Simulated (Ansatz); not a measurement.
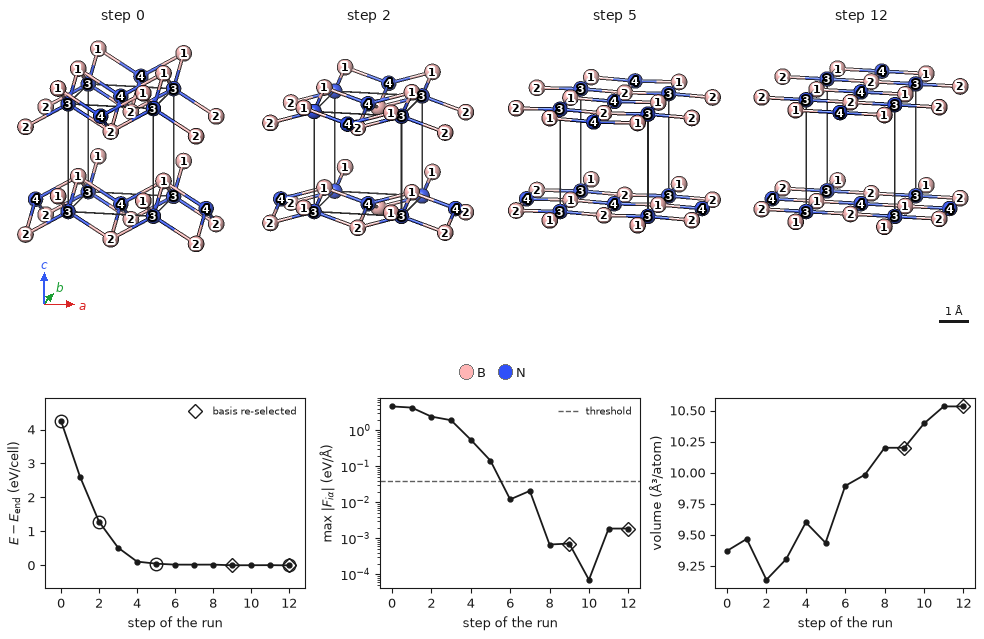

Frames of a relaxation of crystalline BN (built on the litharge_129 type) (coarse preliminary run), marked on the history of the run. A ball-and-stick model of the cell of the calculation, seen slightly off an axis.

Case: litharge type (P4/nmm, No. 129).

Theory: DFT PBE, scalar-relativistic, plane waves, PAW in Ansatz.

The input:
```yaml
crystal:
  lattice:
    - [3.0955931061, 0.0, 0.0]
    - [0.0, 3.0955931061, 0.0]
    - [0.0, 0.0, 3.9115510716]
  atoms:
    - { symbol: B, position: [0.0, 0.5, 0.2351] }
    - { symbol: B, position: [0.5, 0.0, 0.7649] }
    - { symbol: "N", position: [0.0, 0.0, 0.0] }
    - { symbol: "N", position: [0.5, 0.5, 0.0] }
basis:
  ecutwfc: 420
kpoints:
  mp_grid: { grid: [6, 6, 4] }
hamiltonian:
  xc: pbe
scf:
  occupations: { method: gaussian, width: 0.1 }
  lower_state_search: "off"
output:
  forces: true
  stress: true
  eigenvalues: true
relax:
  adjacent_minimum: "off"
  f_tol: 0.04
  max_steps: 70
  cell: { stress_tol: 0.4 }
```

Command:
```bash
ansatz run input.yaml --threads 1 --pin off --max-ram 2560MiB --backend cpu --events-out ev --progress --plain --runs-dir out
```

Question: Describe the path.

Answer: Over 10 accepted moves (12 points after the start) the energy falls by 4.255 eV per cell of the calculation. The largest force component goes from 4.6 to 0.0019 eV/Å. Pressure: −23.79 GPa at the start and 0.03 GPa at the end. At 2 points the geometry stayed and the basis and grid were re-selected for the new cell (energy shift of 19.1 meV per cell of the calculation at most each time). The largest moves relative to the cell, 0.95 Å, are those of B1 and B2. B2 goes along +c. N stays in place. The drawn cell changes as follows: a = b 3.096 → 3.222 Å (+4.1 %), c 3.912 → 4.059 Å (+3.8 %); the volume changes by +12.4 %. Among the contacts that change: B1–B2 2.859 → 2.278 Å, B1–N3 1.800 → 1.611 Å. Bond angles that change, for instance: N3–B1–N3 118.6° → 180.0°, B1–N3–B1 118.6° → 180.0°, B1–N3–B2 105.1° → 90.0°. The space group (tolerance 0.01 Å) goes from P4/nmm (No. 129) to P4/mmm (No. 123). The run took 16 s on 1 thread of Arm Neoverse V1 (shared host), peak memory 0.29 GiB. From step 0 to 2: B atoms move most (0.35 Å), volume −2.5 %, energy −2.969 eV per cell of the calculation. From step 2 to 5: B atoms move most (0.46 Å), volume +3.3 %, energy −1.236 eV per cell of the calculation. From step 5 to 12: B atoms move most (0.06 Å), volume +11.6 %, energy −49.4 meV per cell of the calculation.

```
step  E − E(0), meV/atom  largest force component, eV/Å  pressure, GPa  volume, Å³/atom                      note
   0                0.00                         4.6355         -23.79            9.371                          
   1             -410.75                         4.3024         -20.54            9.467                          
   2             -742.27                         2.4177          -7.11            9.138                          
   3             -933.12                         1.9194          -0.62            9.304                          
   4            -1035.99                         0.5535          -4.28            9.600                          
   5            -1051.32                         0.1447           6.26            9.436                          
   6            -1058.34                         0.0121          -0.32            9.894                          
   7            -1058.50                         0.0209           0.00            9.984                          
   8            -1058.25                         0.0007           0.06           10.201                          
   9            -1063.02                         0.0007           0.76           10.201  same geometry, new basis
  10            -1062.72                         0.0001           0.13           10.396                          
  11            -1062.24                         0.0019          -0.04           10.533                          
  12            -1063.66                         0.0019           0.03           10.533  same geometry, new basis
```

Limits of the set-up: the k-point mesh is coarse for a cell with partly filled bands.
